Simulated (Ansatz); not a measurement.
## Electronic structure of TiCo in real space

Input file:

```
crystal:
  lattice:
    - [3.020986, -0.054844, 0.022519]
    - [-0.054844, 2.945346, -0.012837]
    - [0.022519, -0.012837, 2.993723]
  atoms:
    - { symbol: Co, position: [0.5, 0.5, 0.5], spin: 2.0 }
    - { symbol: Ti, position: [0.0, 0.0, 0.0], spin: 1.0 }
hamiltonian:
  xc: pbe
  pseudopotentials:
    kind: nc
    accuracy: standard
    azcp: { Co: Co_ONCV_PBE-1.2.nc.azcp, Ti: Ti_ONCV_PBE-1.2.nc.azcp }
  dispersion: d4
magnetization:
  spin_polarized: true
kpoints:
  mp_grid: { grid: [7, 7, 7] }
scf:
  occupations: { method: tetrahedron }
output:
  forces: true
  stress: true
  write_density: true
  write_potential: true
  elf: true
  volumetric_format: npy
```

Command:

```sh
ansatz run input.yaml --threads 2 --pin off --max-ram 5120MiB --backend cpu --events-out ev --progress --plain --runs-dir out
```

Below, planes, directions and counts refer to the conventional cell (a = 2.95 Å, b = 2.99 Å, c = 3.02 Å, α = 89.14°, β = 87.89°, γ = 89.50°).

Space group P-1; a structure from a database of computed crystals, not necessarily the ambient phase; changed on purpose from its base cell (cell strained at random at fixed volume); computed pressure about −3 GPa in this cell; spin-polarised.

Method: Kohn-Sham DFT of a periodic cell, PBE with D4, SG15 NC (Ansatz 0.2.0).

In a pseudopotential calculation such maps are meaningful between the atoms, not at the nuclei.

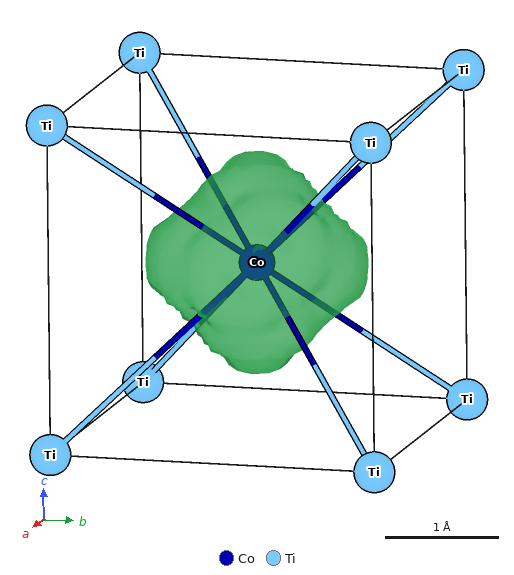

Figure 1. Isosurfaces of the spin density (up minus down) at +0.06 (green) and −0.06 e/Å³ (red), seen slightly off an axis. Sticks mark near contacts.

Which atoms carry the moments, and with what signs?

The spin density sits on Co: +1.0 μB in one cell of 2 atoms: parallel main moments, as they must be, since the calculation's own cell holds one magnetic site. The cell of the calculation (2 atoms) carries 0.9 μB of net spin moment.

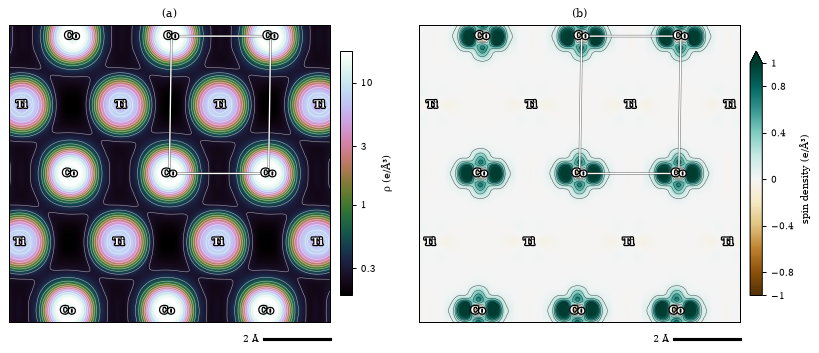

Figure 2. (a) valence charge density (pseudo); (b) spin density on the (110) plane of the conventional cell.

What does the map show?

- Atoms in the plane: Co and Ti.
- Ti–Co (2.56 Å): ρ is about 0.3 e/Å³ halfway.
- Ti–Co (2.60 Å): the density is about 0.28 e/Å³ at the midpoint.
- Between the atoms the lowest density in this plane is 0.18 e/Å³.

Does the calculation make it a metal, or give it a gap?

It is gapless in this calculation (a metal or semimetal).
